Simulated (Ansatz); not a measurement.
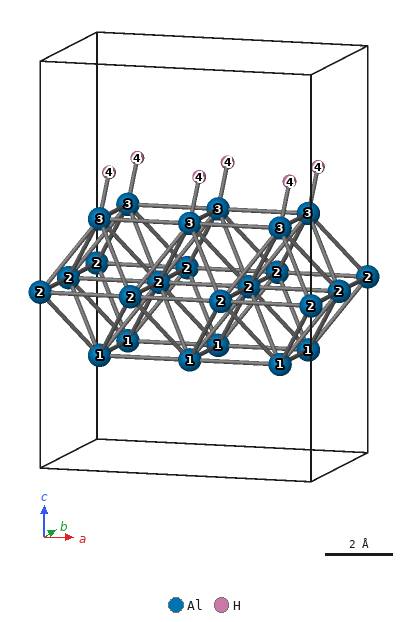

Fig. 1: The starting structure (ball-and-stick view of the 3 × 2 repeat of the cell, with the vacuum cut short, seen slightly off an axis; atoms are numbered from 1 in the order of the input). An atom can appear more than once, as a periodic image.

Al3H: geometry relaxation (part 1 of 2)

- system: Al3H (slab, 4 atoms in the cell)
- method: DFT PBE, scalar-relativistic, plane waves, PAW, PAW set soft_1, no spin polarisation (Ansatz 0.2.0)

The structure derives from an entry of the Crystallography Open Database. The input holds or restrains some coordinates. Forces given for the steps count only the free coordinates. Figures and captions count atoms from 1; the log counts them from 0 in places.

**Input**
```yaml
crystal:
  lattice:
    - [2.8567582918, 0.0, 0.0]
    - [0.0, 2.8567582918, 0.0]
    - [0.0, 0.0, 19.6746954375]
  atoms:
    - { symbol: Al, position: [0.5, 0.5, 0.203306832] }
    - { symbol: Al, position: [0.0, 0.0, 0.3092728611] }
    - { symbol: Al, position: [0.5, 0.5, 0.415492858] }
    - { symbol: H, position: [0.5, 0.8333333333, 0.4803005547] }
basis:
  ecutwfc: 420
kpoints:
  mp_grid: { grid: [9, 9, 1] }
hamiltonian:
  xc: pbe
  pseudopotentials: { kind: paw, azcp: { folder: soft_1 } }
scf:
  occupations: { method: gaussian, width: 0.1 }
output:
  forces: true
  eigenvalues: true
  write_density: true
  write_potential: true
  elf: true
  volumetric_format: npy
relax:
  adjacent_minimum: "off"
  f_tol: 0.025
  max_steps: 16
  constraints: [{ sites: [0, 1, 2] }, { sites: [3], fix: xy }]
efield:
  axis: 3
  dipole_correction: true
  ramp_width: 0.04
```

Hardware: 1 thread of Arm Neoverse V2, 24 GiB of memory available, shared host.

Launch command:
```bash
ansatz run input.yaml --threads 1 --pin off --max-ram 3072MiB --backend cpu --events-out ev --progress --plain --runs-dir out
```

**What the program printed**
```
Engine: ansatz 0.2.0, aarch64-unknown-linux-gnu
Pseudopotentials: kind: paw
Pseudopotential: Al, paw, valence charge 3, recommended cutoff 420 eV (normal), [file]
Pseudopotential: H, paw, valence charge 1, recommended cutoff 420 eV (normal), [file]
Functional definition: PBE
  parameter kappa = 0.804
  parameter beta = 0.06672455060314922
  exchange = pbe_x(kappa = kappa, mu = beta*pi^2/3)
  correlation = pbe_c(beta = beta)
Crystal: 4 atoms, lattice volume = 160.567 Å³
Basis set: ecut = 420 eV, 3149 PW (Γ), exchange–correlation on 40×40×270 points (8 copies of the dense FFT grid, shifted against one another)
Bands: 9, of which v1, the nominal top of the filled ones, is band 5 counted from 1 (4 counted from 0)
Symmetry: 2 space group operations
Space group: Pm (ITA 6), of the structure as read, at distance tolerance 5.4e-5 Å
k-points: 25 of 81 (time reversal used)
Non-local potential: Al, projectors of the file, l = 0: 2, l = 1: 2, l = 2: 1
Non-local potential: H, projectors of the file, l = 0: 2, l = 1: 1
PAW form: soft (Blöchl's): semilocal exchange-correlation on the pseudo side does not see the compensation charge
PAW one-centre angular grid: Al, 110 points (default); XC on 64 Gauss nodes
PAW one-centre angular grid: H, 110 points (default); XC on 64 Gauss nodes
Initial density: superposition of atomic densities (neutral atoms: chi_scale 0, normalization atom)
Initial wavefunctions: pseudopotential atomic-orbital guess
Functional: x = pbe(κ = 0.804, μ = 0.2195149727645171), c = pbe(β = 0.06672455060314922)
SCF iter   1: F=—  HF=-1627.779332 eV  |F-HF|=—  |Δ(HF+E_count)|=         —  Δρ=2.83e-2  dr2=2.70e0  ethr=3.10e-3  p=-0.000 e·Å  D=-2.38e-6 V/Å  ΔV_dip=0.00 eV  dr2_dipole=4.50e-1  V_vac-E_F(+/−)=6.38/6.38 eV  ⟨swp⟩=8.8  Hψ=2329  notcnv=0
efield: sawtooth ramp at fractional position 0.8218 (placed from the atoms, in the widest stretch of the axis that holds none; the zero of the levels goes with the place), width 0.0400; the density the first Hamiltonian is built on has a dipole p = -0.000 e·Å; the dipole correction subtracts the counter field D = -2.38e-6 V/Å, which shifts the + side's vacuum level by +0.00 eV against the − side's; the planar-averaged density in the ramp window peaks in size at 2.1e-6 e/Å³
preconditioner: auto → LDOS  [insulator: Δε(μ)=0.162 eV  Ē_g=7.105 eV  σ=0.100 eV  W_gap=0.67  n_scr=10 (ndim 8)  ℏωp=9.3 eV  f_vac=0.491  D(μ)=1.73/eV (n_scr^D=8)  ε∞_Penn≈2.7  β→1.0]
SCF iter   2: F=—  HF=-1627.232402 eV  |F-HF|=—  |Δ(HF+E_count)|=   5.47e-1  Δρ=8.55e-3  dr2=6.68e-1  ethr=3.10e-3  p=-0.059 e·Å  D=-6.62e-2 V/Å  ΔV_dip=1.30 eV  dr2_dipole=2.66e-1  V_vac-E_F(+/−)=4.84/3.54 eV  ⟨swp⟩=3.0  Hψ=668  notcnv=0  defer=4
SCF iter   3: F=—  HF=-1627.187341 eV  |F-HF|=—  |Δ(HF+E_count)|=   4.51e-2  Δρ=1.73e-3  dr2=1.79e-2  ethr=3.10e-3  p=-0.012 e·Å  D=-1.36e-2 V/Å  ΔV_dip=0.27 eV  dr2_dipole=2.80e-3  V_vac-E_F(+/−)=4.65/4.38 eV  ⟨swp⟩=3.0  Hψ=488  notcnv=0  defer=4
SCF iter   4: F=—  HF=-1627.185374 eV  |F-HF|=—  |Δ(HF+E_count)|=   1.97e-3  Δρ=4.78e-4  dr2=1.29e-3  ethr=1.79e-4  p=-0.022 e·Å  D=-2.49e-2 V/Å  ΔV_dip=0.49 eV  dr2_dipole=4.06e-4  V_vac-E_F(+/−)=4.63/4.14 eV  ⟨swp⟩=2.2  Hψ=455  notcnv=0  defer=4
SCF iter   5: F=—  HF=-1627.185368 eV  |F-HF|=—  |Δ(HF+E_count)|=   5.65e-6  Δρ=1.33e-4  dr2=1.96e-4  ethr=1.29e-5  p=-0.022 e·Å  D=-2.45e-2 V/Å  ΔV_dip=0.48 eV  dr2_dipole=7.63e-5  V_vac-E_F(+/−)=4.61/4.13 eV  ⟨swp⟩=2.2  Hψ=323  notcnv=0  defer=4
SCF iter   6: F=-1627.185379 eV  HF=-1627.185381 eV  |F-HF|=1.19e-6  |Δ(HF+E_count)|=   1.23e-5  Δρ=2.44e-5  dr2=2.42e-6  ethr=1.56e-7  p=-0.021 e·Å  D=-2.41e-2 V/Å  ΔV_dip=0.48 eV  dr2_dipole=7.08e-7  V_vac-E_F(+/−)=4.60/4.12 eV  ⟨swp⟩=15.6  Hψ=2533  notcnv=0
SCF 1 converged in 6 iterations: F = -1627.185379 eV  dr2 = 2.42e-6
  greatest PAW one-centre occupation: 0.482 electrons in one spin orbital (limit 2), on the Al atom at site 0 (counted from 0), in its partial waves of l = 0
relax step   1: F+E_penalty+E_count = -1627.18537940 eV  Δ(F+E_penalty+E_count) = +0.000e0 eV  max|allowed force component| = 3.715e-1 eV/Å  Δτ_max = 0.0000 Å  (6 SCF iters, dr2 threshold 1.56e-5 eV, accepted)
Initial density: handed on by an earlier stage of this run
Initial wavefunctions: those handed on with the density
iter 1 solved again at ethr=2.34e-5 eV; its pass at ethr=3.10e-3 eV (dr2=2.34e-3 eV) is discarded
SCF iter   1: F=—  HF=-1627.193875 eV  |F-HF|=—  |Δ(HF+E_count)|=         —  Δρ=1.36e-3  dr2=2.39e-3  ethr=2.34e-5  p=-0.021 e·Å  D=-2.41e-2 V/Å  ΔV_dip=0.48 eV  dr2_dipole=8.37e-5  V_vac-E_F(+/−)=4.60/4.12 eV  ⟨swp⟩=2.1  Hψ=1158  notcnv=0  defer=4
efield: sawtooth ramp at fractional position 0.8218 (handed on by an earlier solve), width 0.0400; the density the first Hamiltonian is built on has a dipole p = -0.021 e·Å; the dipole correction subtracts the counter field D = -2.41e-2 V/Å, which shifts the + side's vacuum level by +0.48 eV against the − side's; the planar-averaged density in the ramp window peaks in size at 3.3e-6 e/Å³
preconditioner: auto → LDOS  [metal: Δε(μ)=0.089 eV  Ē_g=6.789 eV  σ=0.100 eV  W_gap=0.46  n_scr=10 (ndim 8)  ℏωp=9.3 eV  f_vac=0.522  D(μ)=1.17/eV (n_scr^D=6)  β→1.0]
SCF iter   2: F=—  HF=-1627.193287 eV  |F-HF|=—  |Δ(HF+E_count)|=   5.87e-4  Δρ=2.39e-4  dr2=1.72e-4  ethr=2.34e-5  p=-0.026 e·Å  D=-2.92e-2 V/Å  ΔV_dip=0.57 eV  dr2_dipole=3.97e-6  V_vac-E_F(+/−)=4.69/4.12 eV  ⟨swp⟩=2.0  Hψ=339  notcnv=0  defer=4
iter 3 did not close the SCF: its close was put off until two iterations running show no level that it waits for move by more than its bar (scf_convergence_deferred on its scf_iter line)
SCF iter   3: F=-1627.193258 eV  HF=-1627.193257 eV  |F-HF|=6.78e-7  |Δ(HF+E_count)|=   3.04e-5  Δρ=2.88e-5  dr2=1.57e-6  ethr=8.63e-8  p=-0.025 e·Å  D=-2.81e-2 V/Å  ΔV_dip=0.55 eV  dr2_dipole=1.22e-7  V_vac-E_F(+/−)=4.67/4.12 eV  ⟨swp⟩=14.3  Hψ=2446  notcnv=0
SCF iter   4: F=-1627.193258 eV  HF=-1627.193258 eV  |F-HF|=5.71e-8  |Δ(HF+E_count)|=   1.22e-6  Δρ=6.25e-6  dr2=1.98e-7  ethr=1.57e-8  p=-0.025 e·Å  D=-2.80e-2 V/Å  ΔV_dip=0.55 eV  dr2_dipole=4.01e-8  V_vac-E_F(+/−)=4.67/4.12 eV  ⟨swp⟩=10.3  Hψ=1820  notcnv=0
SCF 2 converged in 4 iterations: F = -1627.193258 eV  dr2 = 1.98e-7
relax step   2: F+E_penalty+E_count = -1627.19325802 eV  Δ(F+E_penalty+E_count) = -7.879e-3 eV  max|allowed force component| = 7.693e-2 eV/Å  Δτ_max = 0.0355 Å  (4 SCF iters, dr2 threshold 8.63e-6 eV, accepted)
SCF iter   1: F=—  HF=-1627.193704 eV  |F-HF|=—  |Δ(HF+E_count)|=         —  Δρ=3.68e-4  dr2=1.82e-4  ethr=1.83e-5  p=-0.025 e·Å  D=-2.80e-2 V/Å  ΔV_dip=0.55 eV  dr2_dipole=8.16e-6  V_vac-E_F(+/−)=4.67/4.12 eV  ⟨swp⟩=2.2  Hψ=747  notcnv=0
efield: sawtooth ramp at fractional position 0.8218 (handed on by an earlier solve), width 0.0400; the density the first Hamiltonian is built on has a dipole p = -0.025 e·Å; the dipole correction subtracts the counter field D = -2.80e-2 V/Å, which shifts the + side's vacuum level by +0.55 eV against the − side's; the planar-averaged density in the ramp window peaks in size at 3.5e-6 e/Å³
preconditioner: auto → LDOS  [metal: Δε(μ)=0.092 eV  Ē_g=6.786 eV  σ=0.100 eV  W_gap=0.47  n_scr=10 (ndim 8)  ℏωp=9.3 eV  f_vac=0.522  D(μ)=1.16/eV (n_scr^D=6)  β→1.0]
SCF iter   2: F=—  HF=-1627.193661 eV  |F-HF|=—  |Δ(HF+E_count)|=   4.28e-5  Δρ=6.86e-5  dr2=1.33e-5  ethr=1.82e-6  p=-0.026 e·Å  D=-2.95e-2 V/Å  ΔV_dip=0.58 eV  dr2_dipole=1.30e-7  V_vac-E_F(+/−)=4.70/4.12 eV  ⟨swp⟩=2.7  Hψ=562  notcnv=0
SCF iter   3: F=—  HF=-1627.193633 eV  |F-HF|=—  |Δ(HF+E_count)|=   2.87e-5  Δρ=7.14e-6  dr2=8.48e-8  ethr=1.00e-9  p=-0.026 e·Å  D=-2.92e-2 V/Å  ΔV_dip=0.57 eV  dr2_dipole=6.98e-11  V_vac-E_F(+/−)=4.69/4.12 eV  ⟨swp⟩=12.5  Hψ=2257  notcnv=0
SCF iter   4: F=-1627.193633 eV  HF=-1627.193633 eV  |F-HF|=2.52e-9  |Δ(HF+E_count)|=   1.64e-7  Δρ=1.45e-6  dr2=1.33e-8  ethr=8.48e-10  p=-0.026 e·Å  D=-2.91e-2 V/Å  ΔV_dip=0.57 eV  dr2_dipole=1.87e-9  V_vac-E_F(+/−)=4.69/4.12 eV  ⟨swp⟩=8.7  Hψ=1613  notcnv=0
SCF 3 converged in 4 iterations: F = -1627.193633 eV  dr2 = 1.33e-8
relax step   3: F+E_penalty+E_count = -1627.19363295 eV  Δ(F+E_penalty+E_count) = -3.749e-4 eV  max|allowed force component| = 6.763e-5 eV/Å  Δτ_max = 0.0098 Å  (4 SCF iters, accepted)
```

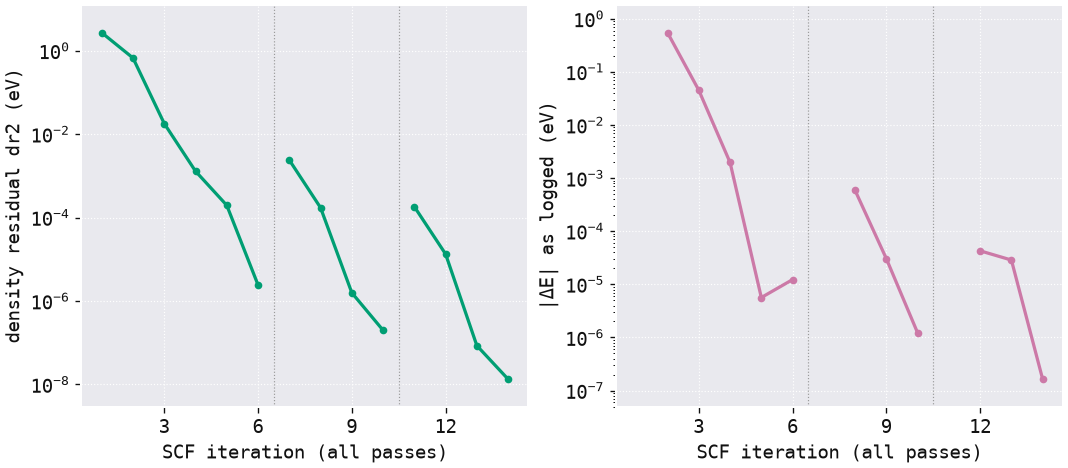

Fig. 2: Convergence of the self-consistent field: density residual dr2 and size of the energy change against the SCF iteration. The dotted lines part the SCF passes of the relaxation: geometry steps, rejected trials and re-solves on a re-selected basis. The passes take 6, 4 and 4 iterations.

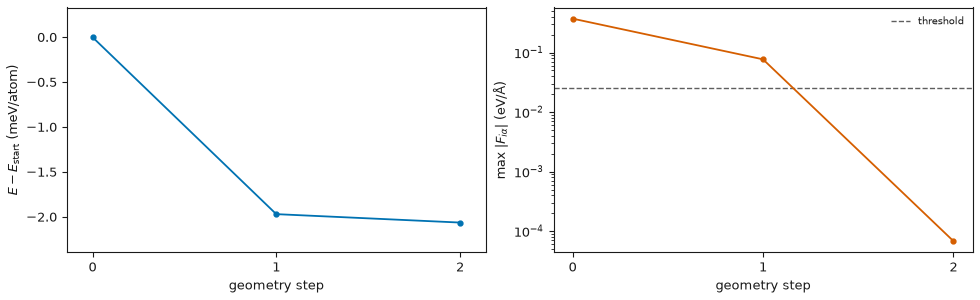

Fig. 3: Progress of the restrained relaxation, step by step (the first geometry is step 0 here and step 1 in the log).

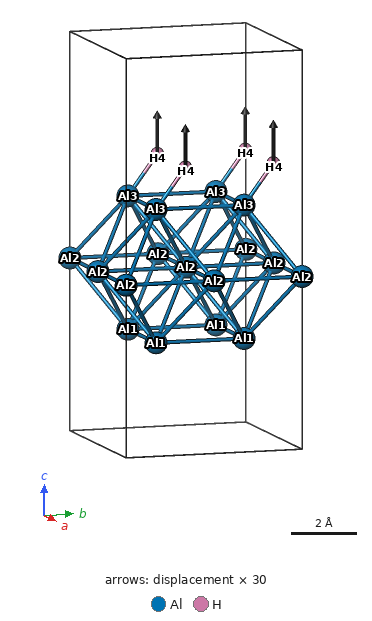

Fig. 4: The starting structure with the displacements as black arrows, magnified 30 times (ball-and-stick view of the 2 × 2 repeat of the cell, with the vacuum cut short, seen slightly off an axis). After 2 geometry steps the energy has fallen by 2.1 meV per atom. The largest force component goes from 0.37 to under 0.0001 eV/Å. The largest move is that of H4, 0.045 Å. Al stays in place. The cell stays as it was. Among the contacts that change: Al3–H4 1.591 → 1.628 Å. (Atoms are counted from 1 in the order of the input.)
